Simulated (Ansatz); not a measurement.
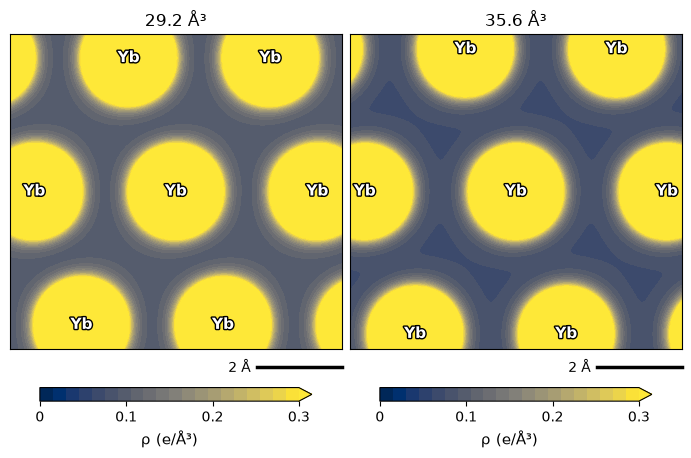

Yb. The valence pseudo-density of cells scaled evenly to different volumes (given per atom above each panel), on the (001) plane of each (indices in the axes of the cell below), at one length scale and on one colour scale.

A generated structure, not necessarily the stable one; computed without spin polarisation; no Hubbard U on the f states and no spin–orbit coupling.

The calculation used Ansatz 0.2.0, DFT, PBEsol, plane waves (420 eV) with PAW, scalar-relativistic.

In a PAW calculation such maps are meaningful between the atoms, not at the nuclei.

The largest cell:

```
CELL_PARAMETERS angstrom
-2.07252 2.07252 2.07252
2.07252 -2.07252 2.07252
2.07252 2.07252 -2.07252
ATOMIC_POSITIONS crystal
Yb 0.00000 0.00000 0.00000
```

| volume (Å³/atom) | Yb–Yb contact in the plane (Å) | ρ at its midpoint (e/Å³) | pressure (GPa) | 
| --- | --- | --- | --- |
| 29.25 | 3.362 | 0.100 | 2.3 | 
| 30.52 | 3.410 | ? | ? | 
| 35.61 | 3.590 | 0.078 | −2.1 | 

What values belong in the row with question marks?

Answer. Over the known rows ln ρ falls by 1.09 per Å of Yb–Yb distance (the line through the two), which gives 0.095 e/Å³ at 3.410 Å; the calculation gives 0.095 e/Å³. For the pressure, a straight line in volume between the neighbouring rows gives 1.4 GPa; the calculation gives 1.0, lower because pressure rises ever faster on compression.
